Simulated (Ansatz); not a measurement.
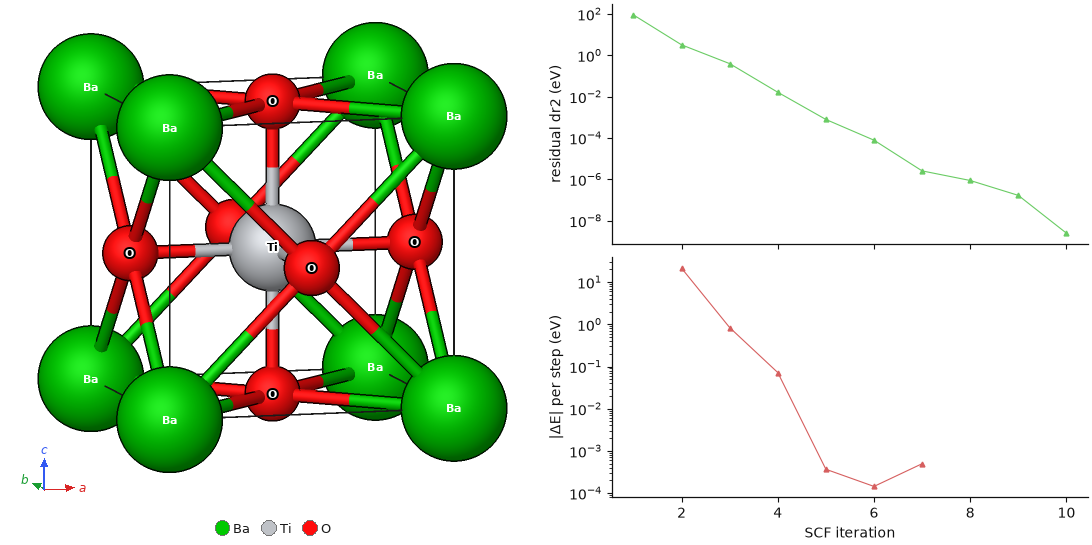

Beside the plot: the structure in its conventional cell.

The plot shows the SCF iterations of a calculation: density residual dr2, step-to-step change of the Harris–Foulkes energy. Energy differences below 3 × 10⁻⁶ eV aren't drawn. The starting density is a sum of atomic densities corrected by a trained network.

BaTiO3 (5 atoms in the cell), run with Ansatz.

```
crystal:
  lattice:
    - [2.77890373, 0.0, 0.0]
    - [0.0, 2.77890373, 0.0]
    - [0.0, 0.0, 2.77892181]
  atoms:
    - { symbol: Ba, position: [0.0, 0.0, 0.0] }
    - { symbol: Ti, position: [0.5, 0.5, 0.5] }
    - { symbol: O, position: [0.5, 0.5, 0.0] }
    - { symbol: O, position: [0.5, 0.0, 0.5] }
    - { symbol: O, position: [0.0, 0.5, 0.5] }
basis:
  ecutwfc: 420
kpoints:
  mp_grid: { grid: [8, 8, 8] }
hamiltonian:
  xc: pbesol
scf:
  occupations: { method: gaussian, width: 0.02 }
  max_iter: 60
output:
  forces: true
  eigenvalues: true
  stress: true
```

Command:
```bash
ansatz run input.yaml --threads 2 --pin off --max-ram 5120MiB --backend cpu --events-out ev --progress --plain --runs-dir out
```

Was self-consistency reached?

Answer. It converged, after 10 iterations. The residual falls at every step.

Read the residual at the first and at the last step drawn.

Answer. It starts near 90 and ends near 2 × 10⁻⁹ eV.

Is anything amiss with this input?

Answer. The input holds a fault (a lattice far too small). The SCF closed all the same, which doesn't make the results meaningful for the real system.
